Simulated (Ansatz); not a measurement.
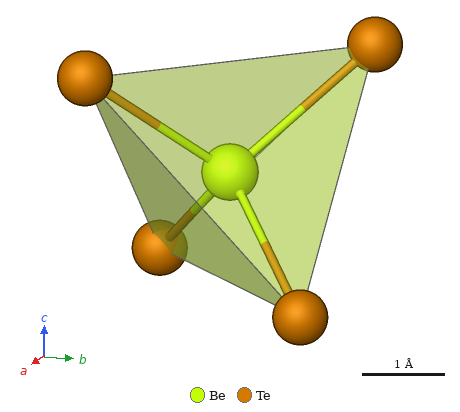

Coordination of Be in BeTe (F-43m). Shape measures S are computed against regular polyhedra or, for capped shapes, the nearer of the equal-edge and equal-bond forms. Source: the geometry relaxed with Ansatz 0.2.0, DFT, PBEsol, plane waves, PAW.

Q: What geometry does the central atom have?

A: BeTe4: an essentially ideal tetrahedron (coordination number 4, S = 0.00; next best see-saw, S = 9.8).

Q: Does the central atom sit at the centroid of its ligands?

A: Yes, to within 0.01 Å; the site symmetry is -43m.

Q: How long are the bonds?

A: 4 × Be–Te 2.43 Å. The next neighbour, not counted, lies at 3.96 Å.
